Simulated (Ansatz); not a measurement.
# Geometry relaxation, with input and output: TiSi2 (part 1 of 3)

System: TiSi2 (Pmmm, 3 atoms in the cell).
Method: DFT PBE, scalar-relativistic, plane waves, PAW, no spin polarisation (Ansatz 0.2.0).

The structure was made by a generator, so it may or may not be a known phase. Figures and captions count atoms from 1; the log counts them from 0 in places.

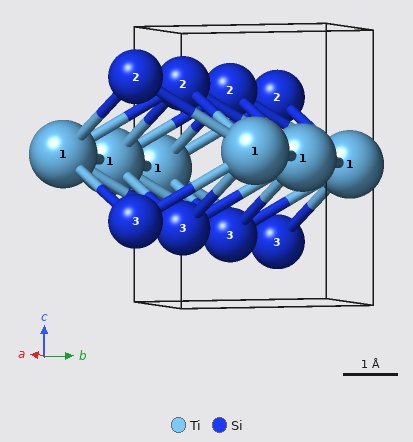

**Figure 1.** The structure as given in the input (ball-and-stick view of the cell of the calculation, repeated 3 × 1 × 1, seen at an oblique angle; atoms are numbered from 1 in the order of the input). An atom can appear more than once, as a periodic image.

## Input file
```yaml
crystal:
  lattice:
    - [2.6693098827, 0.0, 0.0]
    - [0.0, 3.7688005113, 0.0]
    - [0.0, 0.0, 5.1077081901]
  atoms:
    - { symbol: Ti, position: [0.5, 0.0, 0.5] }
    - { symbol: Si, position: [0.0, 0.5, 0.7627406302] }
    - { symbol: Si, position: [0.0, 0.5, 0.2372593698] }
basis:
  ecutwfc: 420
kpoints:
  mp_grid: { grid: [18, 12, 10] }
hamiltonian:
  xc: pbe
scf:
  occupations: { method: gaussian, width: 0.1 }
output:
  forces: true
  stress: true
  eigenvalues: true
  write_density: true
  write_potential: true
  elf: true
  volumetric_format: npy
relax:
  adjacent_minimum: "off"
  f_tol: 0.01
  max_steps: 80
  cell: { stress_tol: 0.05 }
```

Hardware: 1 thread of Arm Neoverse V1, 24 GiB of memory available, shared host.

Command:
```bash
ansatz run input.yaml --threads 1 --pin off --max-ram 2560MiB --backend cpu --events-out ev --progress --plain --runs-dir out
```

## Log
```
Engine: ansatz 0.2.0, aarch64-unknown-linux-gnu
Pseudopotentials: kind: paw
Pseudopotential: Ti, paw, valence charge 12, recommended cutoff 420 eV (normal), Ti.paw.azcp
Pseudopotential: Si, paw, valence charge 4, recommended cutoff 420 eV (normal), Si.paw.azcp
Functional definition: PBE
  parameter kappa = 0.804
  parameter beta = 0.06672455060314922
  exchange = pbe_x(kappa = kappa, mu = beta*pi^2/3)
  correlation = pbe_c(beta = beta)
Crystal: 3 atoms, lattice volume = 51.384 Å³
Basis set: ecut = 420 eV, 1017 PW (Γ), exchange–correlation on 36×54×72 points (8 copies of the dense FFT grid, shifted against one another)
Bands: 14, of which v1, the nominal top of the filled ones, is band 10 counted from 1 (9 counted from 0)
Symmetry: 8 space group operations
Space group: Pmmm (ITA 47), of the structure as read, at distance tolerance 3.7e-5 Å
k-points: 420 of 2160
Non-local potential: Ti, projectors of the file, l = 0: 3, l = 1: 2, l = 2: 3, l = 3: 1
Non-local potential: Si, projectors of the file, l = 0: 2, l = 1: 2, l = 2: 2
PAW form: soft (Blöchl's): semilocal exchange-correlation on the pseudo side does not see the compensation charge
PAW one-centre angular grid: Ti, 590 points (default); XC on 64 Gauss nodes
PAW one-centre angular grid: Si, 110 points (default); XC on 64 Gauss nodes
Initial density: superposition of atomic densities (neutral atoms: chi_scale 0, normalization atom), corrected by the library's trained network
Initial wavefunctions: pseudopotential atomic-orbital guess
Functional: x = pbe(κ = 0.804, μ = 0.2195149727645171), c = pbe(β = 0.06672455060314922)
SCF iter   1: F=—  HF=-3772.029606 eV  |F-HF|=—  |Δ(HF+E_count)|=         —  Δρ=7.73e-3  dr2=4.22e-2  ethr=1.77e-3  ⟨swp⟩=5.2  Hψ=34434  notcnv=0
preconditioner: auto → none  [metal: Δε(μ)=0.035 eV  Ē_g=5.979 eV  σ=0.100 eV  W_gap=0.19  n_scr=8 (ndim 8)  ℏωp=17.9 eV  f_vac=0.000  D(μ)=0.89/eV (n_scr^D=4)  sad-step TF]
SCF iter   2: F=—  HF=-3772.025544 eV  |F-HF|=—  |Δ(HF+E_count)|=   4.06e-3  Δρ=4.64e-3  dr2=1.96e-2  ethr=2.11e-4  ⟨swp⟩=1.0  Hψ=9241  notcnv=0
SCF iter   3: F=—  HF=-3772.022842 eV  |F-HF|=—  |Δ(HF+E_count)|=   2.70e-3  Δρ=4.45e-4  dr2=2.22e-4  ethr=9.82e-5  ⟨swp⟩=2.0  Hψ=6742  notcnv=0
SCF iter   4: F=—  HF=-3772.022851 eV  |F-HF|=—  |Δ(HF+E_count)|=   9.14e-6  Δρ=2.45e-4  dr2=1.15e-4  ethr=1.11e-6  ⟨swp⟩=2.0  Hψ=8285  notcnv=0
SCF iter   5: F=—  HF=-3772.022823 eV  |F-HF|=—  |Δ(HF+E_count)|=   2.82e-5  Δρ=6.86e-5  dr2=5.67e-6  ethr=5.75e-7  ⟨swp⟩=2.0  Hψ=7717  notcnv=0
SCF iter   6: F=—  HF=-3772.022823 eV  |F-HF|=—  |Δ(HF+E_count)|=   4.30e-8  Δρ=1.87e-5  dr2=4.07e-7  ethr=2.84e-8  ⟨swp⟩=2.1  Hψ=7854  notcnv=0
SCF iter   7: F=-3772.022823 eV  HF=-3772.022823 eV  |F-HF|=5.37e-9  |Δ(HF+E_count)|=   4.91e-8  Δρ=2.48e-6  dr2=8.11e-9  ethr=5.00e-10  ⟨swp⟩=9.8  Hψ=39905  notcnv=0
SCF 1 converged in 7 iterations: F = -3772.022823 eV  dr2 = 8.11e-9
  greatest PAW one-centre occupation: 0.999 electrons in one spin orbital (limit 2), on the Ti atom at site 0 (counted from 0), in its partial waves of l = 0
relax step   1: F+E_penalty+E_count = -3772.02282267 eV  Δ(F+E_penalty+E_count) = +0.000e0 eV  max|allowed force component| = 2.082e-2 eV/Å  Δτ_max = 0.0000 Å  P = +0.061 GPa  Ω = 51.384 Å³  (7 SCF iters, dr2 threshold 1.00e-7 eV, accepted)
Crystal: 3 atoms, lattice volume = 51.386 Å³
Initial density: handed on by an earlier stage of this run
Initial wavefunctions: those handed on with the density
iter 1 solved again at ethr=2.34e-7 eV; its pass at ethr=3.10e-3 eV (dr2=4.68e-5 eV) is discarded
SCF iter   1: F=—  HF=-3772.023112 eV  |F-HF|=—  |Δ(HF+E_count)|=         —  Δρ=2.32e-4  dr2=4.16e-5  ethr=2.34e-7  ⟨swp⟩=2.0  Hψ=36193  notcnv=0
preconditioner: auto → none  [metal: Δε(μ)=0.020 eV  Ē_g=6.013 eV  σ=0.100 eV  W_gap=0.11  n_scr=8 (ndim 8)  ℏωp=17.9 eV  f_vac=0.000  D(μ)=1.00/eV (n_scr^D=4)]
SCF iter   2: F=—  HF=-3772.023113 eV  |F-HF|=—  |Δ(HF+E_count)|=   1.28e-6  Δρ=1.13e-4  dr2=7.12e-6  ethr=2.08e-7  ⟨swp⟩=2.0  Hψ=8048  notcnv=0
SCF iter   3: F=—  HF=-3772.023112 eV  |F-HF|=—  |Δ(HF+E_count)|=   5.59e-7  Δρ=6.31e-5  dr2=1.23e-6  ethr=3.56e-8  ⟨swp⟩=2.0  Hψ=7954  notcnv=0
iter 4 did not close the SCF: its close was put off for the readings that it lacked (scf_convergence_deferred on its scf_iter line)
SCF iter   4: F=-3772.023113 eV  HF=-3772.023113 eV  |F-HF|=2.22e-8  |Δ(HF+E_count)|=   3.00e-7  Δρ=2.11e-5  dr2=1.34e-7  ethr=6.15e-9  ⟨swp⟩=1.1  Hψ=6072  notcnv=0
iter 5 did not close the SCF: its close was put off for the readings that it lacked (scf_convergence_deferred on its scf_iter line)
SCF iter   5: F=-3772.023113 eV  HF=-3772.023113 eV  |F-HF|=1.32e-9  |Δ(HF+E_count)|=   3.83e-8  Δρ=3.50e-6  dr2=3.32e-9  ethr=6.72e-10  ⟨swp⟩=1.9  Hψ=8614  notcnv=0
SCF iter   6: F=-3772.023113 eV  HF=-3772.023113 eV  |F-HF|=1.00e-11  |Δ(HF+E_count)|=   1.59e-9  Δρ=3.60e-7  dr2=3.75e-11  ethr=1.66e-11  ⟨swp⟩=5.2  Hψ=31333  notcnv=0
SCF 2 converged in 6 iterations: F = -3772.023113 eV  dr2 = 3.75e-11
relax step   2: F+E_penalty+E_count = -3772.02311270 eV  Δ(F+E_penalty+E_count) = -2.900e-4 eV  max|allowed force component| = 2.737e-2 eV/Å  Δτ_max = 0.0019 Å  P = +0.016 GPa  Ω = 51.386 Å³  energy of the carried Pulay correction = -3.479e-7 eV  (6 SCF iters, dr2 threshold 1.75e-7 eV, accepted)
Crystal: 3 atoms, lattice volume = 50.674 Å³
Basis set: ecut = 420 eV, 987 PW (Γ), exchange–correlation on 36×54×72 points (8 copies of the dense FFT grid, shifted against one another)
iter 1 solved again at ethr=2.22e-4 eV; its pass at ethr=3.10e-3 eV (dr2=4.44e-2 eV) is discarded
SCF iter   1: F=—  HF=-3772.033161 eV  |F-HF|=—  |Δ(HF+E_count)|=         —  Δρ=7.13e-3  dr2=4.37e-2  ethr=2.22e-4  ⟨swp⟩=1.0  Hψ=39135  notcnv=0
preconditioner: auto → none  [metal: Δε(μ)=0.003 eV  Ē_g=6.050 eV  σ=0.100 eV  W_gap=0.02  n_scr=8 (ndim 8)  ℏωp=18.1 eV  f_vac=0.000  D(μ)=1.20/eV (n_scr^D=4)]
SCF iter   2: F=—  HF=-3772.028898 eV  |F-HF|=—  |Δ(HF+E_count)|=   4.26e-3  Δρ=3.36e-3  dr2=7.57e-3  ethr=2.18e-4  ⟨swp⟩=2.0  Hψ=8202  notcnv=0
SCF iter   3: F=—  HF=-3772.027983 eV  |F-HF|=—  |Δ(HF+E_count)|=   9.15e-4  Δρ=1.89e-3  dr2=1.18e-3  ethr=3.78e-5  ⟨swp⟩=2.0  Hψ=7853  notcnv=0
SCF iter   4: F=—  HF=-3772.028142 eV  |F-HF|=—  |Δ(HF+E_count)|=   1.59e-4  Δρ=5.05e-4  dr2=7.78e-5  ethr=5.88e-6  ⟨swp⟩=1.0  Hψ=5882  notcnv=0
SCF iter   5: F=—  HF=-3772.028233 eV  |F-HF|=—  |Δ(HF+E_count)|=   9.07e-5  Δρ=7.22e-5  dr2=1.42e-6  ethr=3.89e-7  ⟨swp⟩=1.4  Hψ=6649  notcnv=0
SCF iter   6: F=—  HF=-3772.028233 eV  |F-HF|=—  |Δ(HF+E_count)|=   1.62e-7  Δρ=7.48e-6  dr2=1.45e-8  ethr=2.90e-10  ⟨swp⟩=7.2  Hψ=41281  notcnv=0
SCF iter   7: F=-3772.028233 eV  HF=-3772.028233 eV  |F-HF|=1.17e-10  |Δ(HF+E_count)|=   8.27e-9  Δρ=5.99e-7  dr2=2.55e-10  ethr=7.24e-11  ⟨swp⟩=5.7  Hψ=32976  notcnv=0
the search or the solves at the SCF's close seem to have found levels that the self-consistency loop had missed (the run counts 1). By its estimate they hold under 1e-12 electrons; where the run keeps them, the occupations were computed again with them
SCF 3 converged in 7 iterations: F = -3772.028233 eV  dr2 = 2.55e-10
relax step   3: F+E_penalty+E_count = -3772.02823308 eV  Δ(F+E_penalty+E_count) = -5.120e-3 eV  max|allowed force component| = 2.545e-1 eV/Å  Δτ_max = 0.0694 Å  P = -0.044 GPa  Ω = 50.674 Å³  energy of the carried Pulay correction = +1.024e-4 eV  (7 SCF iters, dr2 threshold 5.79e-8 eV, accepted)
Crystal: 3 atoms, lattice volume = 50.066 Å³
Basis set: ecut = 420 eV, 997 PW (Γ), exchange–correlation on 36×54×72 points (8 copies of the dense FFT grid, shifted against one another)
iter 1 solved again at ethr=5.61e-5 eV; its pass at ethr=3.10e-3 eV (dr2=1.12e-2 eV) is discarded
SCF iter   1: F=—  HF=-3772.059921 eV  |F-HF|=—  |Δ(HF+E_count)|=         —  Δρ=6.02e-3  dr2=1.12e-2  ethr=5.61e-5  ⟨swp⟩=1.5  Hψ=39862  notcnv=0
preconditioner: auto → Kerker (q_TF=auto, 2.341 Å⁻¹)  [metal: Δε(μ)=0.006 eV  Ē_g=6.072 eV  σ=0.100 eV  W_gap=0.03  n_scr=12 (ndim 8)  ℏωp=18.2 eV  f_vac=0.000  D(μ)=1.17/eV (n_scr^D=4)]
SCF iter   2: F=—  HF=-3772.060319 eV  |F-HF|=—  |Δ(HF+E_count)|=   3.98e-4  Δρ=3.61e-3  dr2=4.16e-3  ethr=5.58e-5  ⟨swp⟩=1.0  Hψ=5880  notcnv=0
SCF iter   3: F=—  HF=-3772.060781 eV  |F-HF|=—  |Δ(HF+E_count)|=   4.62e-4  Δρ=3.88e-4  dr2=7.35e-5  ethr=2.08e-5  ⟨swp⟩=2.0  Hψ=7917  notcnv=0
SCF iter   4: F=—  HF=-3772.060925 eV  |F-HF|=—  |Δ(HF+E_count)|=   1.44e-4  Δρ=1.05e-4  dr2=6.59e-6  ethr=3.68e-7  ⟨swp⟩=2.6  Hψ=9881  notcnv=0
SCF iter   5: F=—  HF=-3772.060925 eV  |F-HF|=—  |Δ(HF+E_count)|=   4.98e-7  Δρ=2.79e-5  dr2=5.73e-7  ethr=3.29e-8  ⟨swp⟩=2.7  Hψ=9051  notcnv=0
SCF iter   6: F=-3772.060925 eV  HF=-3772.060925 eV  |F-HF|=1.34e-8  |Δ(HF+E_count)|=   8.98e-8  Δρ=8.03e-6  dr2=5.08e-8  ethr=1.50e-9  ⟨swp⟩=9.8  Hψ=43273  notcnv=0
SCF 4 converged in 6 iterations: F = -3772.060925 eV  dr2 = 5.08e-8
relax step   4: F+E_penalty+E_count = -3772.06092533 eV  Δ(F+E_penalty+E_count) = -3.269e-2 eV  max|allowed force component| = 7.554e-2 eV/Å  Δτ_max = 0.0384 Å  P = -0.949 GPa  Ω = 50.066 Å³  energy of the carried Pulay correction = +1.912e-4 eV  (6 SCF iters, dr2 threshold 3.00e-7 eV, accepted)
Crystal: 3 atoms, lattice volume = 48.751 Å³
Basis set: ecut = 420 eV, 953 PW (Γ), exchange–correlation on 36×54×72 points (8 copies of the dense FFT grid, shifted against one another)
iter 1 solved again at ethr=7.79e-5 eV; its pass at ethr=3.10e-3 eV (dr2=1.56e-2 eV) is discarded
SCF iter   1: F=—  HF=-3772.116063 eV  |F-HF|=—  |Δ(HF+E_count)|=         —  Δρ=7.43e-3  dr2=1.58e-2  ethr=7.79e-5  ⟨swp⟩=1.8  Hψ=40138  notcnv=0
preconditioner: auto → Kerker (q_TF=auto, 2.352 Å⁻¹)  [metal: Δε(μ)=0.008 eV  Ē_g=6.190 eV  σ=0.100 eV  W_gap=0.05  n_scr=12 (ndim 8)  ℏωp=18.4 eV  f_vac=0.000  D(μ)=1.34/eV (n_scr^D=6)]
SCF iter   2: F=—  HF=-3772.115165 eV  |F-HF|=—  |Δ(HF+E_count)|=   8.98e-4  Δρ=4.18e-3  dr2=5.16e-3  ethr=7.79e-5  ⟨swp⟩=1.0  Hψ=5881  notcnv=0
SCF iter   3: F=—  HF=-3772.115173 eV  |F-HF|=—  |Δ(HF+E_count)|=   7.72e-6  Δρ=5.06e-4  dr2=1.00e-4  ethr=2.58e-5  ⟨swp⟩=2.1  Hψ=8591  notcnv=0
SCF iter   4: F=—  HF=-3772.115208 eV  |F-HF|=—  |Δ(HF+E_count)|=   3.50e-5  Δρ=9.56e-5  dr2=4.04e-6  ethr=5.00e-7  ⟨swp⟩=2.2  Hψ=8760  notcnv=0
SCF iter   5: F=—  HF=-3772.115209 eV  |F-HF|=—  |Δ(HF+E_count)|=   1.29e-6  Δρ=2.90e-5  dr2=7.47e-7  ethr=2.02e-8  ⟨swp⟩=2.6  Hψ=9276  notcnv=0
SCF iter   6: F=-3772.115209 eV  HF=-3772.115209 eV  |F-HF|=1.78e-9  |Δ(HF+E_count)|=   1.03e-7  Δρ=8.90e-6  dr2=6.76e-8  ethr=1.50e-9  ⟨swp⟩=10.1  Hψ=43691  notcnv=0
SCF 5 converged in 6 iterations: F = -3772.115209 eV  dr2 = 6.76e-8
relax step   5: F+E_penalty+E_count = -3772.11520908 eV  Δ(F+E_penalty+E_count) = -5.428e-2 eV  max|allowed force component| = 8.301e-2 eV/Å  Δτ_max = 0.0398 Å  P = -0.740 GPa  Ω = 48.751 Å³  energy of the carried Pulay correction = +3.869e-4 eV  (6 SCF iters, dr2 threshold 3.00e-7 eV, accepted)
Crystal: 3 atoms, lattice volume = 47.362 Å³
Basis set: ecut = 420 eV, 929 PW (Γ), exchange–correlation on 36×54×72 points (8 copies of the dense FFT grid, shifted against one another)
iter 1 solved again at ethr=2.02e-4 eV; its pass at ethr=3.10e-3 eV (dr2=4.04e-2 eV) is discarded
SCF iter   1: F=—  HF=-3772.254844 eV  |F-HF|=—  |Δ(HF+E_count)|=         —  Δρ=1.17e-2  dr2=4.09e-2  ethr=2.02e-4  ⟨swp⟩=1.1  Hψ=39862  notcnv=0
preconditioner: auto → Kerker (q_TF=auto, 2.363 Å⁻¹)  [metal: Δε(μ)=0.010 eV  Ē_g=6.317 eV  σ=0.100 eV  W_gap=0.06  n_scr=12 (ndim 8)  ℏωp=18.7 eV  f_vac=0.000  D(μ)=1.06/eV (n_scr^D=2)]
SCF iter   2: F=—  HF=-3772.249630 eV  |F-HF|=—  |Δ(HF+E_count)|=   5.21e-3  Δρ=6.60e-3  dr2=1.43e-2  ethr=2.02e-4  ⟨swp⟩=1.0  Hψ=5880  notcnv=0
SCF iter   3: F=—  HF=-3772.247365 eV  |F-HF|=—  |Δ(HF+E_count)|=   2.26e-3  Δρ=6.87e-4  dr2=2.01e-4  ethr=7.14e-5  ⟨swp⟩=2.4  Hψ=9044  notcnv=0
SCF iter   4: F=—  HF=-3772.247372 eV  |F-HF|=—  |Δ(HF+E_count)|=   6.97e-6  Δρ=1.45e-4  dr2=6.31e-6  ethr=1.00e-6  ⟨swp⟩=2.5  Hψ=9531  notcnv=0
SCF iter   5: F=—  HF=-3772.247373 eV  |F-HF|=—  |Δ(HF+E_count)|=   5.65e-7  Δρ=3.12e-5  dr2=4.47e-7  ethr=3.15e-8  ⟨swp⟩=2.6  Hψ=9748  notcnv=0
SCF iter   6: F=-3772.247373 eV  HF=-3772.247373 eV  |F-HF|=3.51e-9  |Δ(HF+E_count)|=   8.37e-8  Δρ=7.68e-6  dr2=4.13e-8  ethr=1.50e-9  ⟨swp⟩=9.9  Hψ=43366  notcnv=0
SCF 6 converged in 6 iterations: F = -3772.247373 eV  dr2 = 4.13e-8
relax step   6: F+E_penalty+E_count = -3772.24737274 eV  Δ(F+E_penalty+E_count) = -1.322e-1 eV  max|allowed force component| = 2.041e-1 eV/Å  Δτ_max = 0.0251 Å  P = -0.585 GPa  Ω = 47.362 Å³  energy of the carried Pulay correction = +5.993e-4 eV  (6 SCF iters, dr2 threshold 3.00e-7 eV, accepted)
Crystal: 3 atoms, lattice volume = 45.898 Å³
Basis set: ecut = 420 eV, 915 PW (Γ), exchange–correlation on 36×54×72 points (8 copies of the dense FFT grid, shifted against one another)
iter 1 solved again at ethr=1.24e-4 eV; its pass at ethr=3.10e-3 eV (dr2=2.48e-2 eV) is discarded
SCF iter   1: F=—  HF=-3772.409062 eV  |F-HF|=—  |Δ(HF+E_count)|=         —  Δρ=7.44e-3  dr2=2.55e-2  ethr=1.24e-4  ⟨swp⟩=1.2  Hψ=40139  notcnv=0
preconditioner: auto → none  [metal: Δε(μ)=0.012 eV  Ē_g=6.468 eV  σ=0.100 eV  W_gap=0.07  n_scr=8 (ndim 8)  ℏωp=19.0 eV  f_vac=0.000  D(μ)=0.66/eV (n_scr^D=2)]
SCF iter   2: F=—  HF=-3772.402207 eV  |F-HF|=—  |Δ(HF+E_count)|=   6.85e-3  Δρ=2.94e-3  dr2=2.74e-3  ethr=1.24e-4  ⟨swp⟩=2.3  Hψ=8723  notcnv=0
SCF iter   3: F=—  HF=-3772.402120 eV  |F-HF|=—  |Δ(HF+E_count)|=   8.69e-5  Δρ=1.04e-3  dr2=8.72e-4  ethr=1.37e-5  ⟨swp⟩=2.1  Hψ=8020  notcnv=0
SCF iter   4: F=—  HF=-3772.402000 eV  |F-HF|=—  |Δ(HF+E_count)|=   1.20e-4  Δρ=4.52e-4  dr2=3.61e-5  ethr=4.36e-6  ⟨swp⟩=2.0  Hψ=7677  notcnv=0
SCF iter   5: F=—  HF=-3772.402074 eV  |F-HF|=—  |Δ(HF+E_count)|=   7.40e-5  Δρ=4.76e-5  dr2=4.58e-7  ethr=1.80e-7  ⟨swp⟩=2.4  Hψ=8788  notcnv=0
SCF iter   6: F=-3772.402074 eV  HF=-3772.402074 eV  |F-HF|=2.14e-8  |Δ(HF+E_count)|=   1.64e-7  Δρ=6.73e-6  dr2=2.68e-8  ethr=1.50e-9  ⟨swp⟩=10.3  Hψ=45264  notcnv=0
SCF 7 converged in 6 iterations: F = -3772.402074 eV  dr2 = 2.68e-8
relax step   7: F+E_penalty+E_count = -3772.40207389 eV  Δ(F+E_penalty+E_count) = -1.547e-1 eV  max|allowed force component| = 2.338e-1 eV/Å  Δτ_max = 0.0342 Å  P = +0.378 GPa  Ω = 45.898 Å³  energy of the carried Pulay correction = +8.298e-4 eV  (6 SCF iters, dr2 threshold 3.00e-7 eV, accepted)
Crystal: 3 atoms, lattice volume = 44.486 Å³
Basis set: ecut = 420 eV, 879 PW (Γ), exchange–correlation on 36×54×72 points (8 copies of the dense FFT grid, shifted against one another)
iter 1 solved again at ethr=6.24e-4 eV; its pass at ethr=3.10e-3 eV (dr2=1.25e-1 eV) is discarded
```
